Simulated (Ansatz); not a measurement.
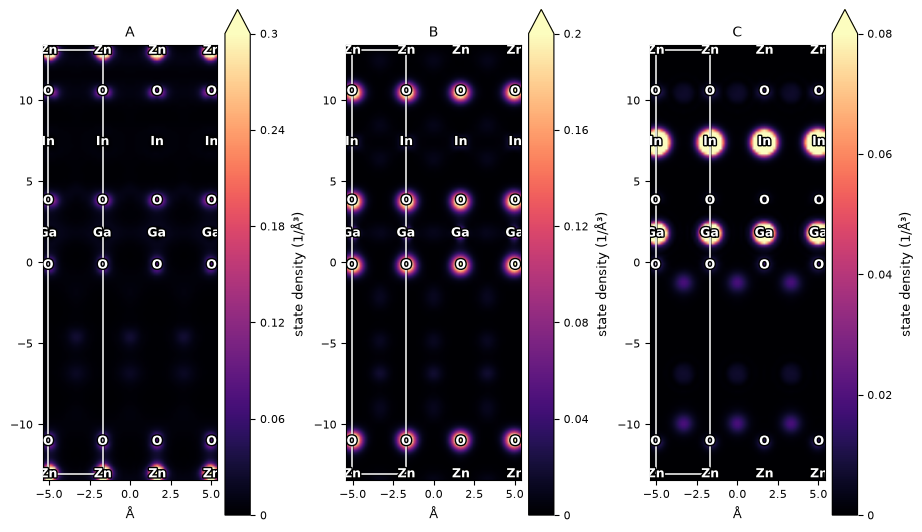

ZnInGaO₄: densities of the states in three energy windows, on the (100) plane of the conventional cell.

Space group R3m. The cell comes from a database of computed structures, not from a measurement.

Level of theory: DFT PBE, scalar-relativistic, plane waves, PAW in Ansatz 0.2.0.

In a PAW calculation such maps are meaningful between the atoms, not at the nuclei.

The windows, about the valence-band maximum, are −18.5 to −16.5 eV, −13.4 to −11.6 eV and −6.7 to −4.5 eV. Which panel shows which?

Answer. Panel A: −6.7 to −4.5 eV, the lower third of the upper valence band, mainly O 2p (45 %) and Zn 3d (40 %).
Panel B: −18.5 to −16.5 eV, a separate group of bands (semicore or deep states), mainly O 2s (75 %).
Panel C: −13.4 to −11.6 eV, a separate group of bands, mainly Ga 3d (50 %) and In 4d (50 %).
The characters are Löwdin shares on a minimal set of atomic orbitals.

Run time: 36 s on 2 threads of Intel(R) Xeon(R) Platinum 8259CL CPU @ 2.50GHz (Skylake/Cascade Lake), with other jobs on the host, peak memory 0.97 GiB.
